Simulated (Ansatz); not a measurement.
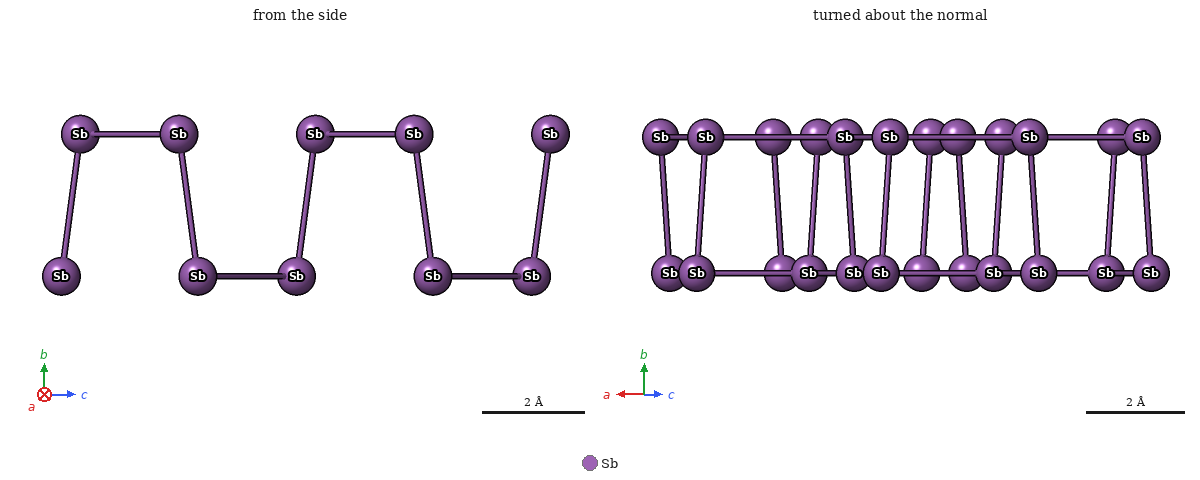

A ball-and-stick picture of a periodic sheet, seen from the side and turned about the normal. The surface normal points up in side views; the vacuum is left out. 2×2 cells are drawn in the plane, with atoms at the edges repeated.

The cell holds 4 Sb.

Q: Estimate the thickness.

A: About 2.8 Å from the lowest to the highest atom.

Q: State the number of planes and their content from above.

A: Two planes: Sb / Sb.

Q: What bonds hold it together?

A: Each Sb is bonded to three Sb in a trigonal pyramidal arrangement at about 2.8 to 2.9 Å. The bonds build Sb layers parallel to the surface.

The structure comes from a structure listed in the Materials Project, with elements exchanged, so it need not be a known form of the compound. The geometry was optimised with Ansatz 0.2.0, DFT PBEsol, scalar-relativistic, plane waves, PAW.
